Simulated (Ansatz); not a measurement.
## How Nb(100) screens a field

Where does the screening charge of Nb(100) sit?

Method: plane-wave DFT, r2SCAN, Ansatz PAW, in Ansatz 0.2.0.

## 1. The structure

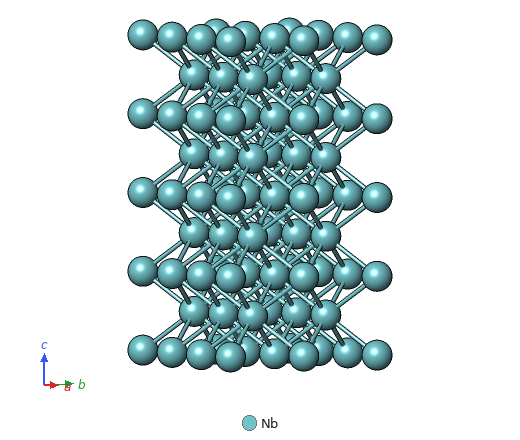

Start, viewed from the side, with the c axis up; niobium teal. 3×2×1 cells are drawn. Some periodic images of atoms are drawn too.

The cell holds 9 atoms: 9 Nb. Cell: a = 3.300 Å, b = 3.300 Å, c = 31.200 Å, α = 90.0°, β = 90.0°, γ = 90.0°. Vacuum lies along c.

## 2. Atoms held, field 0

A sawtooth potential applies the field, turning back in the middle of the vacuum. With the dipole correction the typed value is the field outside the slab. The induced dipole is small, so the SCF threshold is tight.

The input, input.yaml:

```yaml
crystal:
  lattice:
    - [3.3, 0.0, 0.0]
    - [0.0, 3.3, 0.0]
    - [0.0, 0.0, 31.2]
  atoms:
    - { symbol: Nb, position: [0.0, 0.0, 0.2884615385] }
    - { symbol: Nb, position: [0.5, 0.5, 0.3413461538] }
    - { symbol: Nb, position: [0.0, 0.0, 0.3942307692] }
    - { symbol: Nb, position: [0.5, 0.5, 0.4471153846] }
    - { symbol: Nb, position: [0.0, 0.0, 0.5] }
    - { symbol: Nb, position: [0.5, 0.5, 0.5528846154] }
    - { symbol: Nb, position: [0.0, 0.0, 0.6057692308] }
    - { symbol: Nb, position: [0.5, 0.5, 0.6586538462] }
    - { symbol: Nb, position: [0.0, 0.0, 0.7115384615] }
kpoints:
  mp_grid: { grid: [16, 16, 1] }
hamiltonian:
  xc: r2scan
scf:
  occupations: { method: fermi_dirac, width: 0.1 }
  convergence: { dr2_threshold: 1.0e-10 }
efield:
  axis: 3
  dipole_correction: true
  ramp_position: 0.97
  ramp_width: 0.06
  amplitude: 0
output:
  forces: true
  write_potential: true
  write_density: true
  volumetric_format: npy
```

Run with:

```
$ ansatz run input.yaml --threads 4 --pin off --max-ram 6144MiB --backend cpu --events-out ev --progress --plain --runs-dir out
```

Numbers of over 12 decimals in the logs are rounded to 6 here.

The log of the run:

```text
Engine: ansatz 0.2.0, x86_64-unknown-linux-gnu
Pseudopotentials: kind: paw
Pseudopotential: Nb, paw, valence charge 13, recommended cutoff 500 eV (meta_gga), Nb.paw.azcp
Functional definition: r2SCAN
  parameter k0 = 0.174
  parameter k1 = 0.065
  parameter a1 = 4.9479
  exchange = r2scan_x(k0 = k0, k1 = k1, a1 = a1)
  correlation = r2scan_c
Crystal: 9 atoms, lattice volume = 339.768 Å³
Basis set: ecut = 500 eV, 8601 PW (Γ), exchange–correlation on 100×100×960 points (64 copies of the dense FFT grid, shifted against one another)
Bands: 71, of which v1, the nominal top of the filled ones, is band 59 counted from 1 (58 counted from 0)
Symmetry: 8 space group operations
k-points: 45 of 256
Non-local potential: Nb, projectors of the file, l = 0: 3, l = 1: 2, l = 2: 2, l = 3: 1
PAW form: soft (Blöchl's): semilocal exchange-correlation on the pseudo side does not see the compensation charge
PAW frozen core: Nb, regenerated for the run's functional (the file was generated under x = pbe(κ = 0.804, μ = 0.219515), c = pbe(β = 0.066725))
PAW one-centre angular grid: Nb, 590 points (default); XC on 160 Gauss nodes
Initial density: superposition of atomic densities (neutral atoms: chi_scale 0, normalization atom), corrected by the library's trained network
Initial wavefunctions: pseudopotential atomic-orbital guess
Functional: x = r2scan, c = r2scan; τ floored in thin density (d = 2e-4 eV/Å³)
SCF iter   1: F=—  HF=-41069.900636 eV  |F-HF|=—  |Δ(HF+E_count)|=         —  Δρ=1.96e-2  dr2=4.36e1  dr2_τ=2.90e-1  ethr=1.77e-3  p=0.000 e·Å  D=3.09e-13 V/Å  ΔV_dip=-0.00 eV  dr2_dipole=2.55e-10  V_vac-E_F(+/−)=4.28/4.28 eV  ⟨swp⟩=8.6  Hψ=15112  notcnv=0
efield: sawtooth ramp at fractional position 0.9700 (set: `efield.ramp_position`, or a place that a band, a saddle search or an elastic batch's reference lends), width 0.0600; the density the first Hamiltonian is built on has a dipole p = 0.000 e·Å; the dipole correction subtracts the counter field D = 3.09e-13 V/Å, which shifts the + side's vacuum level by -0.00 eV against the − side's; the planar-averaged density in the ramp window peaks in size at 2.0e-5 e/Å³
preconditioner: auto → LDOS  [metal: Δε(μ)=0.004 eV  Ē_g=3.550 eV  σ=0.100 eV  W_gap=0.01  n_scr=74 (ndim 8)  ℏωp=13.5 eV  f_vac=0.463  D(μ)=8.25/eV (n_scr^D=56)  β→1.0]
SCF iter   2: F=—  HF=-41069.388473 eV  |F-HF|=—  |Δ(HF+E_count)|=   5.12e-1  Δρ=1.47e-2  dr2=1.61e1  dr2_τ=3.98e-1  ethr=1.77e-3  p=0.000 e·Å  D=2.82e-6 V/Å  ΔV_dip=-0.00 eV  dr2_dipole=4.98e-9  V_vac-E_F(+/−)=3.23/3.23 eV  ⟨swp⟩=3.9  Hψ=5540  notcnv=0  defer=5
SCF iter   3: F=—  HF=-41069.237341 eV  |F-HF|=—  |Δ(HF+E_count)|=   1.51e-1  Δρ=3.25e-3  dr2=9.12e-1  dr2_τ=1.05e-2  ethr=1.77e-3  p=0.000 e·Å  D=1.96e-6 V/Å  ΔV_dip=-0.00 eV  dr2_dipole=4.38e-10  V_vac-E_F(+/−)=3.71/3.71 eV  ⟨swp⟩=2.7  Hψ=4692  notcnv=0  defer=3
SCF iter   4: F=—  HF=-41069.232474 eV  |F-HF|=—  |Δ(HF+E_count)|=   4.87e-3  Δρ=6.47e-4  dr2=5.87e-3  dr2_τ=2.15e-4  ethr=7.79e-4  p=0.000 e·Å  D=1.75e-6 V/Å  ΔV_dip=-0.00 eV  dr2_dipole=6.33e-9  V_vac-E_F(+/−)=3.64/3.64 eV  ⟨swp⟩=1.2  Hψ=3663  notcnv=0  defer=1
SCF iter   5: F=—  HF=-41069.232627 eV  |F-HF|=—  |Δ(HF+E_count)|=   1.53e-4  Δρ=2.93e-4  dr2=5.05e-3  dr2_τ=8.11e-5  ethr=5.02e-6  p=0.000 e·Å  D=1.16e-6 V/Å  ΔV_dip=-0.00 eV  dr2_dipole=3.71e-10  V_vac-E_F(+/−)=3.67/3.67 eV  ⟨swp⟩=2.2  Hψ=4314  notcnv=0  defer=1
SCF iter   6: F=—  HF=-41069.232691 eV  |F-HF|=—  |Δ(HF+E_count)|=   6.37e-5  Δρ=1.11e-4  dr2=7.90e-4  dr2_τ=2.59e-6  ethr=4.31e-6  p=0.000 e·Å  D=1.14e-7 V/Å  ΔV_dip=-0.00 eV  dr2_dipole=5.19e-10  V_vac-E_F(+/−)=3.69/3.69 eV  ⟨swp⟩=1.0  Hψ=3194  notcnv=0  defer=1
SCF iter   7: F=—  HF=-41069.232698 eV  |F-HF|=—  |Δ(HF+E_count)|=   6.99e-6  Δρ=2.59e-5  dr2=2.17e-5  dr2_τ=3.42e-7  ethr=6.75e-7  p=0.000 e·Å  D=1.60e-8 V/Å  ΔV_dip=-0.00 eV  dr2_dipole=9.62e-13  V_vac-E_F(+/−)=3.71/3.71 eV  ⟨swp⟩=1.7  Hψ=3404  notcnv=0  defer=1
SCF iter   8: F=—  HF=-41069.232703 eV  |F-HF|=—  |Δ(HF+E_count)|=   5.38e-6  Δρ=1.10e-5  dr2=3.14e-6  dr2_τ=8.26e-8  ethr=1.86e-8  p=-0.000 e·Å  D=-4.88e-8 V/Å  ΔV_dip=0.00 eV  dr2_dipole=5.91e-12  V_vac-E_F(+/−)=3.72/3.72 eV  ⟨swp⟩=2.5  Hψ=4454  notcnv=0  defer=1
SCF iter   9: F=—  HF=-41069.231778 eV  |F-HF|=—  |Δ(HF+E_count)|=   9.25e-4  Δρ=2.99e-6  dr2=3.39e-7  dr2_τ=4.52e-9  ethr=2.69e-9  p=-0.000 e·Å  D=-3.59e-9 V/Å  ΔV_dip=0.00 eV  dr2_dipole=1.91e-12  V_vac-E_F(+/−)=3.72/3.72 eV  ⟨swp⟩=1.9  Hψ=3577  notcnv=0  defer=1
SCF iter  10: F=—  HF=-41069.231778 eV  |F-HF|=—  |Δ(HF+E_count)|=   3.31e-8  Δρ=1.35e-6  dr2=3.97e-8  dr2_τ=1.17e-9  ethr=2.90e-10  p=-0.000 e·Å  D=-2.63e-8 V/Å  ΔV_dip=0.00 eV  dr2_dipole=1.13e-12  V_vac-E_F(+/−)=3.72/3.72 eV  ⟨swp⟩=2.0  Hψ=4103  notcnv=0  defer=1
SCF iter  11: F=—  HF=-41069.231778 eV  |F-HF|=—  |Δ(HF+E_count)|=   3.83e-9  Δρ=3.14e-7  dr2=2.46e-9  dr2_τ=3.91e-11  ethr=3.39e-11  p=-0.000 e·Å  D=-4.56e-9 V/Å  ΔV_dip=0.00 eV  dr2_dipole=1.10e-17  V_vac-E_F(+/−)=3.72/3.72 eV  ⟨swp⟩=2.0  Hψ=4085  notcnv=0  defer=1
SCF iter  12: F=-41069.231778 eV  HF=-41069.231778 eV  |F-HF|=8.00e-11  |Δ(HF+E_count)|=  9.17e-10  Δρ=1.06e-7  dr2=5.54e-11  dr2_τ=7.96e-12  ethr=1.00e-12  p=-0.000 e·Å  D=-7.22e-9 V/Å  ΔV_dip=0.00 eV  dr2_dipole=4.01e-15  V_vac-E_F(+/−)=3.72/3.72 eV  ⟨swp⟩=10.8  Hψ=21929  notcnv=0
SCF 1 converged in 12 iterations: F = -41069.231778 eV  dr2 = 5.54e-11
  greatest PAW one-centre occupation: 1.000 electrons in one spin orbital (limit 2), on the Nb atom at site 7 (counted from 0), in its partial waves of l = 0
WARN: The output density's exchange-correlation potential varies sharply where the density is thin. Do not read a vacuum level from v_tot or v_xc, or from such a field of the output density. On a cell that repeats whose density bears no net charge and no dipole along the vacuum's axis use v_es (v_loc + v_h of the components); under efield.dipole_correction with no amplitude use v_es + v_field, which holds any externa [...]
SCF converged after 12 iterations
Free energy (F): -41069.231778 eV
Harris-Foulkes:  -41069.231778 eV  (|F-HF|=8.00e-11)
Internal energy: -41068.869879 eV  (E = F + TS)
E sigma→0 (E₀):  -41069.050829 eV
Entropy (-TS):   -0.361899 eV (-40.211 meV/atom)
Fermi energy:    6.708715 eV
Dipole field:    D = 0.000000 V/Å  (p = 0.000000 e·Å, saw-weighted, corrected)
Work function:   Φ+ = 3.7223 eV   Φ− = 3.7223 eV
Levels:          The Fermi level and band energies are counted from a zero that moves with the ramp; work functions are not
--- Per-component energies (eV) ---
  E_band       = -2016.796832
  E_kinetic    = 3534.797459
  E_local      = -169283.949049  (includes V_loc(G=0)·N_el)
  E_nonlocal   = 1077.414722
  E_hartree    = 82808.382764
  E_xc         = -1520.452644
  E_vxc        = -2121.519114  (∫ρ·V_xc dr)
  E_paw        = -27812.237464  (= ΣΔE_a)
  E_vpaw       = -974.327864  (= ΣTr[D̂ρ^β])
  E_aug_tail   = 0.000036  (compensation charges beyond the density's cutoff)
  E_vtau       = 134.021971  (kinetic-family band-sum trace: ∫τ·v_τ [+ j·A + Jᵃ·Aᵃ] dr)
  E_efield     = 0.000000  (sawtooth field / dipole correction)
  E_vefield    = 0.000000  (∫n·V_field dr)
  E_ewald      = 70128.906174
  E_core_change = -1.731876  (= ΣΔE_core)
  E_smearing   = -0.361899  (= −TS)
  E_closure    = -0.000000  (closes the sum)
  Σ components = -41069.231778   (vs F -41069.231778, Δ=0.00e0)
--- Forces (eV/Å), atoms counted from 1 ---
  atom   1  Nb     0.00000000     0.00000000     1.15605127
  atom   2  Nb     0.00000000     0.00000000    -0.92843187
  atom   3  Nb    -0.00000000     0.00000000    -0.53979919
  atom   4  Nb    -0.00000000     0.00000000     0.34543984
  atom   5  Nb     0.00000000     0.00000000     0.00000002
  atom   6  Nb     0.00000000     0.00000000    -0.34543984
  atom   7  Nb     0.00000000     0.00000000     0.53979921
  atom   8  Nb    -0.00000000     0.00000000     0.92843197
  atom   9  Nb    -0.00000000     0.00000000    -1.15605123
  max |Σ_I F_I| component: 1.82e-7 eV/Å
--- Band table (eV; the first three rows and the last of 45) ---
  k-point 0: bands = [... 55 lower, 6.9685, 6.9685, 7.0980, 7.0980, 7.1702, 7.2338, 7.2338, 7.3794, ... 8 higher]
  k-point 1: bands = [... 55 lower, 6.8973, 6.9629, 6.9998, 7.0470, 7.1310, 7.2245, 7.2509, 7.3680, ... 8 higher]
  k-point 2: bands = [... 55 lower, 6.6578, 6.7686, 6.7926, 6.9940, 7.1454, 7.1923, 7.3688, 7.4018, ... 8 higher]
  k-point 44: bands = [... 55 lower, 6.2039, 6.2039, 7.0738, 7.0738, 8.1070, 8.1070, 9.0683, 9.0727, ... 8 higher]
```

The job ended after 53 s (4 threads of Intel Xeon Platinum 8488C (Sapphire Rapids), shared host; peak memory 1.9 GiB).

Numbers from this step:

* energy at zero smearing: -41069.0508 eV
* work function, upper face: 3.722 eV
* dipole along the normal: 1.09e-7 e·Å

Running mean over 1.65 Å of the planar mean; the ramp of the sawtooth is left out. The electron's electrostatic potential energy less the Fermi level by z:

| z (Å) | electron's electrostatic potential energy less the Fermi level (eV) |
| --- | --- |
| 5.0 | 3.71 |
| 7.5 | 1.16 |
| 10.0 | -11.0 |
| 12.5 | -11.0 |
| 15.0 | -10.9 |
| 17.5 | -10.9 |
| 20.0 | -11.0 |
| 22.5 | -9.42 |
| 25.0 | 3.54 |
| 27.5 | 3.72 |

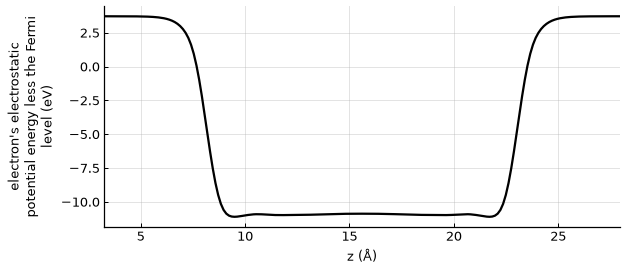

Electron's electrostatic potential energy less the Fermi level, plotted against z.

Force by atom:

| atom | x (eV/Å) | y (eV/Å) | z (eV/Å) | size |
| --- | --- | --- | --- | --- |
| Nb1 | 0.00 | 0.00 | 1.16 | 1.16 |
| Nb2 | 0.00 | 0.00 | -0.93 | 0.93 |
| Nb3 | 0.00 | 0.00 | -0.54 | 0.54 |
| Nb4 | 0.00 | 0.00 | 0.35 | 0.35 |
| Nb5 | 0.00 | 0.00 | 0.00 | 0.00 |
| Nb6 | 0.00 | 0.00 | -0.35 | 0.35 |
| Nb7 | 0.00 | 0.00 | 0.54 | 0.54 |
| Nb8 | 0.00 | 0.00 | 0.93 | 0.93 |
| Nb9 | 0.00 | 0.00 | -1.16 | 1.16 |

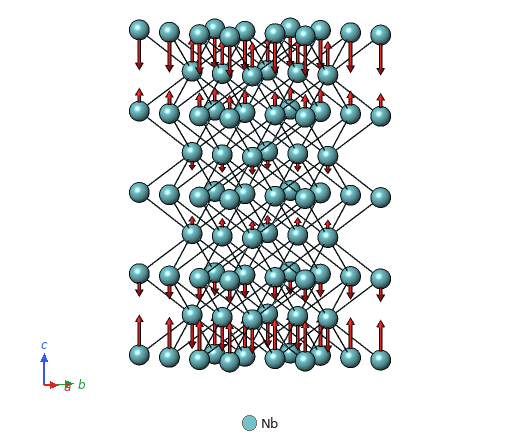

Force as arrows, the longest 1.16 eV/Å. 3×2×1 cells are drawn. Some periodic images of atoms are drawn too.

The work function of the upper face is 3.72 eV.

## 3. Single point, field 0.05 V/Å

input.yaml: that of step 2 with these lines changed.

```diff
@@ -27,3 +27,3 @@
   ramp_width: 0.06
-  amplitude: 0
+  amplitude: 0.05
 output:
```

The log of the run:

```text
[...]
Crystal: 9 atoms, lattice volume = 339.768 Å³
Basis set: ecut = 500 eV, 8601 PW (Γ), exchange–correlation on 100×100×960 points (64 copies of the dense FFT grid, shifted against one another)
Bands: 71, of which v1, the nominal top of the filled ones, is band 59 counted from 1 (58 counted from 0)
Symmetry: 8 space group operations
k-points: 45 of 256
[...]
k-point 0: bands = [... 55 lower, 6.9681, 6.9681, 7.0976, 7.0976, 7.1698, 7.2335, 7.2335, 7.3791, ... 8 higher]
  k-point 1: bands = [... 55 lower, 6.8970, 6.9626, 6.9995, 7.0467, 7.1307, 7.2243, 7.2505, 7.3676, ... 8 higher]
  k-point 2: bands = [... 55 lower, 6.6574, 6.7683, 6.7924, 6.9937, 7.1451, 7.1920, 7.3679, 7.4021, ... 8 higher]
  k-point 44: bands = [... 55 lower, 6.2035, 6.2035, 7.0735, 7.0735, 8.1066, 8.1066, 9.0679, 9.0724, ... 8 higher]
[key lines of the parts left out:]
SCF converged after 13 iterations
Free energy (F): -41069.233138 eV
Fermi energy:    6.708372 eV
Dipole field:    D = 0.028977 V/Å  (p = 0.054410 e·Å, saw-weighted, corrected)
```

The job ended after 49 s (4 threads; peak memory 2 GiB).

The dipole is 0.0544 e·Å.

## 4. Single point, field -0.05 V/Å

input.yaml: that of step 3 with these lines changed.

```diff
@@ -27,3 +27,3 @@
   ramp_width: 0.06
-  amplitude: 0.05
+  amplitude: -0.05
 output:
```

The log of the run:

```text
[...]
Crystal: 9 atoms, lattice volume = 339.768 Å³
Basis set: ecut = 500 eV, 8601 PW (Γ), exchange–correlation on 100×100×960 points (64 copies of the dense FFT grid, shifted against one another)
Bands: 71, of which v1, the nominal top of the filled ones, is band 59 counted from 1 (58 counted from 0)
Symmetry: 8 space group operations
k-points: 45 of 256
[...]
k-point 0: bands = [... 55 lower, 6.9681, 6.9681, 7.0976, 7.0976, 7.1698, 7.2335, 7.2335, 7.3791, ... 8 higher]
  k-point 1: bands = [... 55 lower, 6.8970, 6.9626, 6.9995, 7.0467, 7.1307, 7.2243, 7.2505, 7.3676, ... 8 higher]
  k-point 2: bands = [... 55 lower, 6.6574, 6.7683, 6.7924, 6.9937, 7.1451, 7.1920, 7.3679, 7.4021, ... 8 higher]
  k-point 44: bands = [... 55 lower, 6.2035, 6.2035, 7.0735, 7.0735, 8.1066, 8.1066, 9.0679, 9.0724, ... 8 higher]
[key lines of the parts left out:]
SCF converged after 13 iterations
Free energy (F): -41069.233138 eV
Fermi energy:    6.708372 eV
Dipole field:    D = -0.028977 V/Å  (p = -0.054410 e·Å, saw-weighted, corrected)
```

Elapsed: 63 s, on 4 threads; peak memory 2 GiB; 4 min of CPU time.

The dipole is -0.0544 e·Å.

## 5. Atoms held, field 0.1 V/Å

input.yaml: that of step 4 with these lines changed.

```diff
@@ -27,3 +27,3 @@
   ramp_width: 0.06
-  amplitude: -0.05
+  amplitude: 0.1
 output:
```

The log of the run:

```text
[...]
Crystal: 9 atoms, lattice volume = 339.768 Å³
Basis set: ecut = 500 eV, 8601 PW (Γ), exchange–correlation on 100×100×960 points (64 copies of the dense FFT grid, shifted against one another)
Bands: 71, of which v1, the nominal top of the filled ones, is band 59 counted from 1 (58 counted from 0)
Symmetry: 8 space group operations
k-points: 45 of 256
[...]
k-point 0: bands = [... 55 lower, 6.9671, 6.9671, 7.0966, 7.0966, 7.1688, 7.2324, 7.2324, 7.3781, ... 8 higher]
  k-point 1: bands = [... 55 lower, 6.8960, 6.9615, 6.9985, 7.0456, 7.1297, 7.2235, 7.2495, 7.3666, ... 8 higher]
  k-point 2: bands = [... 55 lower, 6.6564, 6.7673, 6.7915, 6.9926, 7.1441, 7.1909, 7.3652, 7.4029, ... 8 higher]
  k-point 44: bands = [... 55 lower, 6.2025, 6.2025, 7.0725, 7.0725, 8.1056, 8.1056, 9.0668, 9.0716, ... 8 higher]
[key lines of the parts left out:]
SCF converged after 13 iterations
Free energy (F): -41069.237219 eV
Fermi energy:    6.707340 eV
Dipole field:    D = 0.057958 V/Å  (p = 0.108827 e·Å, saw-weighted, corrected)
```

Run time: 54 s. Hardware: 4 threads; peak memory 2 GiB.

The dipole is 0.109 e·Å.

## 6. Single point, field -0.1 V/Å

input.yaml: that of step 5 with these lines changed.

```diff
@@ -27,3 +27,3 @@
   ramp_width: 0.06
-  amplitude: 0.1
+  amplitude: -0.1
 output:
```

The log of the run:

```text
[...]
Crystal: 9 atoms, lattice volume = 339.768 Å³
Basis set: ecut = 500 eV, 8601 PW (Γ), exchange–correlation on 100×100×960 points (64 copies of the dense FFT grid, shifted against one another)
Bands: 71, of which v1, the nominal top of the filled ones, is band 59 counted from 1 (58 counted from 0)
Symmetry: 8 space group operations
k-points: 45 of 256
[...]
k-point 0: bands = [... 55 lower, 6.9671, 6.9671, 7.0966, 7.0966, 7.1688, 7.2324, 7.2324, 7.3781, ... 8 higher]
  k-point 1: bands = [... 55 lower, 6.8960, 6.9615, 6.9985, 7.0456, 7.1297, 7.2235, 7.2495, 7.3666, ... 8 higher]
  k-point 2: bands = [... 55 lower, 6.6564, 6.7673, 6.7915, 6.9926, 7.1441, 7.1909, 7.3652, 7.4029, ... 8 higher]
  k-point 44: bands = [... 55 lower, 6.2025, 6.2025, 7.0725, 7.0725, 8.1056, 8.1056, 9.0668, 9.0716, ... 8 higher]
[key lines of the parts left out:]
SCF converged after 13 iterations
Free energy (F): -41069.237219 eV
Fermi energy:    6.707340 eV
Dipole field:    D = -0.057958 V/Å  (p = -0.108827 e·Å, saw-weighted, corrected)
```

Elapsed: 54 s, on 4 threads; peak memory 2 GiB.

The dipole is -0.109 e·Å.

## 7. Atoms held, field 0.2 V/Å

input.yaml: that of step 6 with these lines changed.

```diff
@@ -27,3 +27,3 @@
   ramp_width: 0.06
-  amplitude: -0.1
+  amplitude: 0.2
 output:
```

The log of the run:

```text
[...]
Crystal: 9 atoms, lattice volume = 339.768 Å³
Basis set: ecut = 500 eV, 8601 PW (Γ), exchange–correlation on 100×100×960 points (64 copies of the dense FFT grid, shifted against one another)
Bands: 71, of which v1, the nominal top of the filled ones, is band 59 counted from 1 (58 counted from 0)
Symmetry: 8 space group operations
k-points: 45 of 256
[...]
k-point 0: bands = [... 55 lower, 6.9630, 6.9630, 7.0925, 7.0925, 7.1647, 7.2283, 7.2283, 7.3739, ... 8 higher]
  k-point 1: bands = [... 55 lower, 6.8919, 6.9574, 6.9943, 7.0415, 7.1259, 7.2204, 7.2453, 7.3624, ... 8 higher]
  k-point 2: bands = [... 55 lower, 6.6523, 6.7631, 6.7882, 6.9885, 7.1399, 7.1867, 7.3557, 7.4052, ... 8 higher]
  k-point 44: bands = [... 55 lower, 6.1984, 6.1984, 7.0684, 7.0684, 8.1016, 8.1016, 9.0624, 9.0683, ... 8 higher]
[key lines of the parts left out:]
SCF converged after 14 iterations
Free energy (F): -41069.253545 eV
Fermi energy:    6.703197 eV
Dipole field:    D = 0.115933 V/Å  (p = 0.217685 e·Å, saw-weighted, corrected)
```

The job ended after 63 s (4 threads; peak memory 2 GiB).

The dipole is 0.218 e·Å.

## 8. Single point, field -0.2 V/Å

input.yaml: that of step 7 with these lines changed.

```diff
@@ -27,3 +27,3 @@
   ramp_width: 0.06
-  amplitude: 0.2
+  amplitude: -0.2
 output:
```

The log of the run:

```text
[...]
Crystal: 9 atoms, lattice volume = 339.768 Å³
Basis set: ecut = 500 eV, 8601 PW (Γ), exchange–correlation on 100×100×960 points (64 copies of the dense FFT grid, shifted against one another)
Bands: 71, of which v1, the nominal top of the filled ones, is band 59 counted from 1 (58 counted from 0)
Symmetry: 8 space group operations
k-points: 45 of 256
[...]
k-point 0: bands = [... 55 lower, 6.9630, 6.9630, 7.0925, 7.0925, 7.1647, 7.2283, 7.2283, 7.3739, ... 8 higher]
  k-point 1: bands = [... 55 lower, 6.8919, 6.9574, 6.9943, 7.0415, 7.1259, 7.2204, 7.2453, 7.3624, ... 8 higher]
  k-point 2: bands = [... 55 lower, 6.6523, 6.7631, 6.7882, 6.9885, 7.1399, 7.1867, 7.3557, 7.4052, ... 8 higher]
  k-point 44: bands = [... 55 lower, 6.1984, 6.1984, 7.0684, 7.0684, 8.1016, 8.1016, 9.0624, 9.0683, ... 8 higher]
[key lines of the parts left out:]
SCF converged after 14 iterations
Free energy (F): -41069.253545 eV
Fermi energy:    6.703197 eV
Dipole field:    D = -0.115933 V/Å  (p = -0.217684 e·Å, saw-weighted, corrected)
```

Wall time 62 s (4 threads); peak memory 2 GiB; 4 min of CPU time.

The dipole is -0.218 e·Å.

(Continued in part 2 of 2.)

[Logs are printed without paths, hosts, clocks, repeated set-up lines and the standing remarks that a program may print on its own settings, such as how far it seeks lower states.]

[Hosts, paths, dates, database ids (printed as entryN), source tags and the programs' standing remarks are cut or masked in the printed files.]

[Maps of the electrostatic potential energy from Ansatz leave out the sawtooth potential of an applied field or a dipole correction, so their vacuum need not be flat; planar profiles and work functions include it.]
